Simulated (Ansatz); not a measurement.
**A Fermi-surface study of MnS (space group Fm-3m, No. 225)**

The calculation's input:

```yaml
crystal:
  lattice:
    - [0.0, 2.6045, 2.6045]
    - [2.6045, 0.0, 2.6045]
    - [2.6045, 2.6045, 0.0]
  atoms:
    - { symbol: Mn, position: [0.0, 0.0, 0.0], spin: 4.0 }
    - { symbol: S, position: [0.5, 0.5, 0.5] }
basis:
  ecutwfc: 420
kpoints:
  mp_grid: { grid: [14, 14, 14] }
hamiltonian:
  xc: pbe
  pseudopotentials: { kind: paw }
scf:
  occupations: { method: gaussian, width: 0.05 }
output:
  forces: true
  eigenvalues: true
  eigenstates:
    nscf_kmesh: { grid: [34, 34, 34] }
    top_band: c6
    de_dk: true
    localisation: true
  stress: true
  populations: true
checkpoint:
  write: ck
  compress: false
  write_wavefunctions: false
  write_every: 100000
magnetization:
  spin_polarized: true
```

Launched as:

```sh
ansatz run input.yaml --threads 1 --pin off --max-ram 3072MiB --backend cpu --events-out ev --progress --plain --runs-dir out
```

Method: DFT PBE, scalar-relativistic, plane waves, PAW; levels and slopes on a dense k mesh at the converged density (Ansatz 0.2.0). Collinear spin polarisation. The levels come from a k mesh of 34×34×34 points. Unrelaxed database geometry (residual pressure −3 GPa).

## 1. The sheets

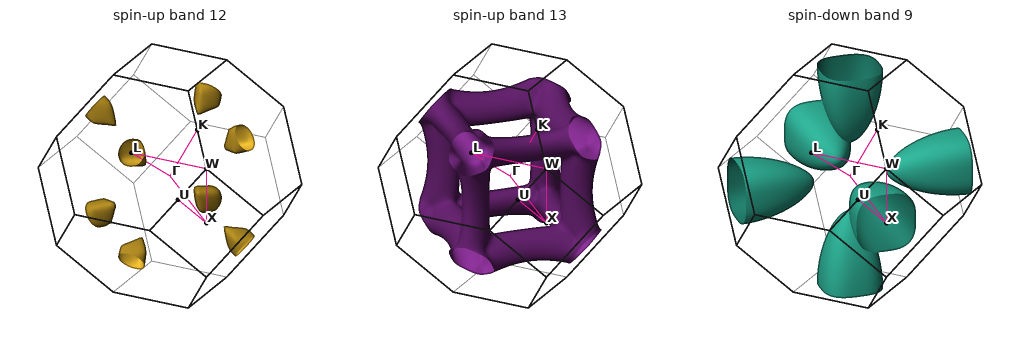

Fermi surface of this crystal. Each panel holds one band. The brighter face of a sheet looks towards empty states.

What does each sheet look like, and where are the electron and hole pockets?

Answer. Three bands cross the Fermi level; this is a three-dimensional metal.

Spin-up band 12: four hole pockets centred at L (each 0.30 % of the zone).
Spin-up band 13: an open hole network that joins neighbouring zones in all directions (14 % of the zone).
Spin-down band 9: three electron pockets centred at X (each 5.1 % of the zone).
A pocket cut by a face of the zone is counted once with the part on the opposite face.

## 2. The two spins

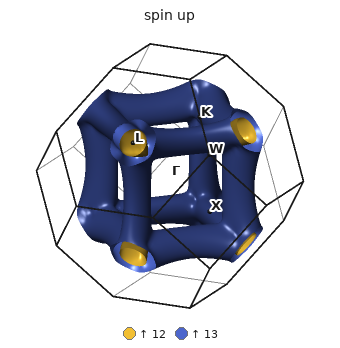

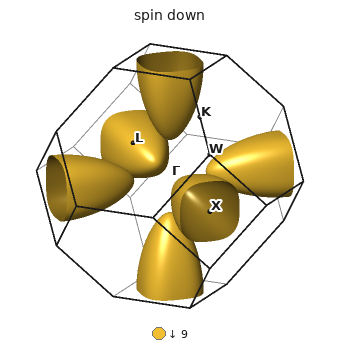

Spin-resolved Fermi surfaces of this crystal; the net moment is 4.7 μB per cell, and spin up is the majority channel.

What is the spin polarisation of the states at the Fermi level?

Answer. Spin up has two and spin down one band crossing, with 0.51 and 0.38 states/eV per cell, so (N↑ − N↓)/(N↑ + N↓) = 0.14.

## 3. Weight on the atoms

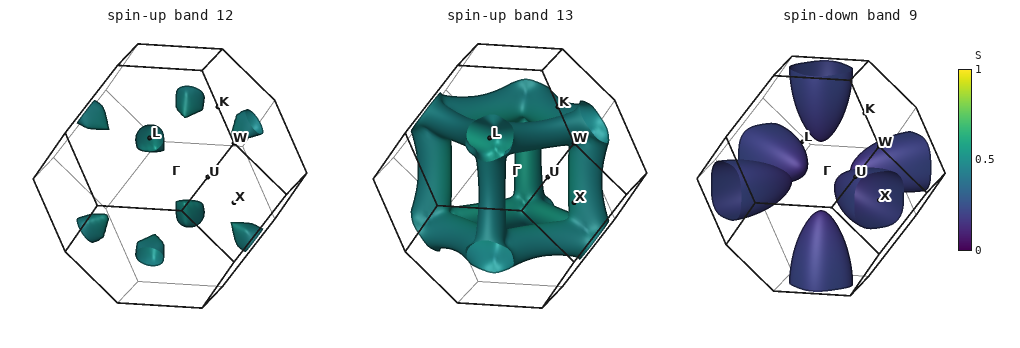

Fermi surface of this crystal, coloured by the weight of the states on S (Voronoi cells).

How much S character do the sheets have, and what else?

Answer. Spin-up band 12: Mn (51 %) and S (49 %). Spin-up band 13: Mn (50 %) and S (50 %). Spin-down band 9: Mn (80 %) and S (20 %).

## 4. Cuts and bands

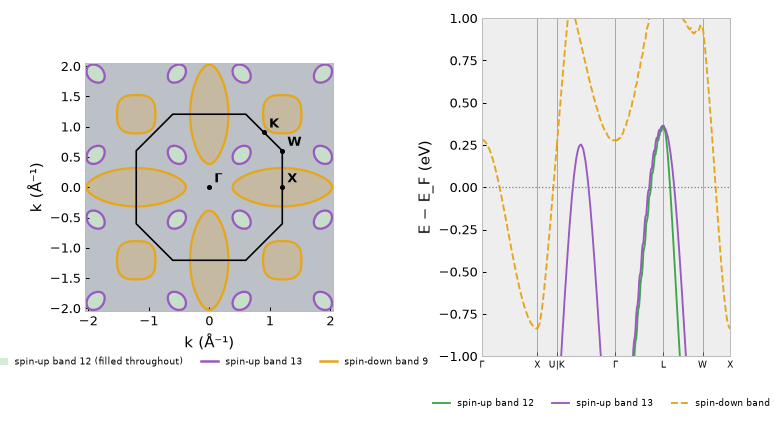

This crystal: cut through the Fermi surface in the plane through Γ, X and W, filled states shaded, and the bands that cross the Fermi level.

For each band, read its level at the labelled points (eV from the Fermi level).

Answer.
| band | Γ | X | L |
| --- | --- | --- | --- |
| spin-up band 12 | below | below | +0.36 |
| spin-up band 13 | below | below | +0.36 |
| spin-down band 9 | +0.28 | −0.84 | above |

Negative values are filled states; "above" and "below" lie outside the plotted window.

## 5. Speeds

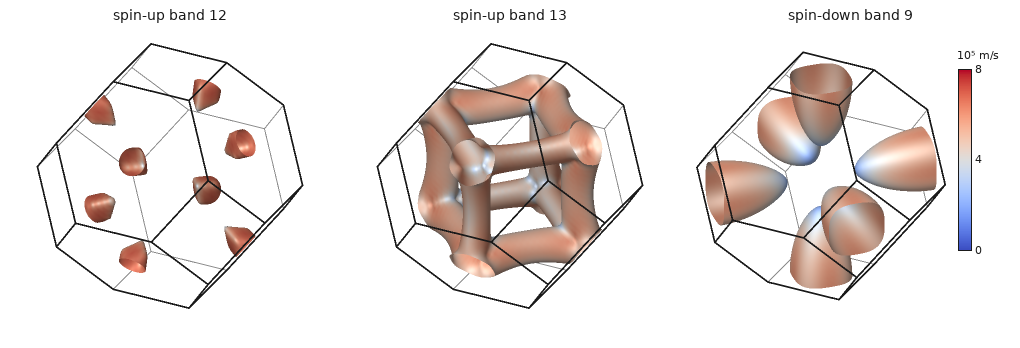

Fermi surface of this crystal, coloured by the Fermi speed.

Give the range and mean of the Fermi speed for each band.

Answer. Spin-up band 12: 4.9 to 7.0 × 10⁵ m/s over most of the sheet, 6.3 × 10⁵ m/s on average over states. Spin-up band 13: 4.0 to 5.9 × 10⁵ m/s over most of the sheet, 5.1 × 10⁵ m/s on average over states. Spin-down band 9: 2.9 to 5.8 × 10⁵ m/s over most of the sheet, 4.7 × 10⁵ m/s on average over states.

Without a Hubbard term a metal in such a compound can be an artefact; the real solid may be a magnetic insulator. The run ends with a net moment of 4.7 μB a cell, the order reached from its starting moments, not necessarily the lowest. Necks and pockets thinner than about two mesh steps aren't resolved, so separate pockets may in truth be joined.

Cost: 56 s on 1 thread of Arm Neoverse V2, with other jobs on the host, peak memory 0.77 GiB.
